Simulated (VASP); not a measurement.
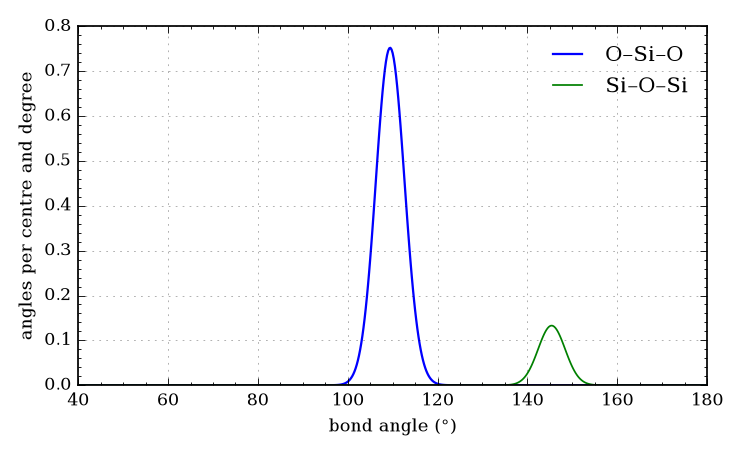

Bond-angle distributions computed from the structure of SiO2; each angle is a Gaussian of σ = 3.0°. Bonds counted: O–Si up to 2.05 Å. Structure used: a cell listed in the Materials Project, as set up for an electronic-structure calculation.

### Give the groups of angles for each curve.

O–Si–O: 109–111° (6 per centre)
Si–O–Si: 145° (1 per centre)

### What coordination geometry do the angles point to, counting the bonds named above alone?

Si has 4 O neighbours in a tetrahedral arrangement.

The structure has space group I-42d (No. 122); other forms of this composition would give other results.
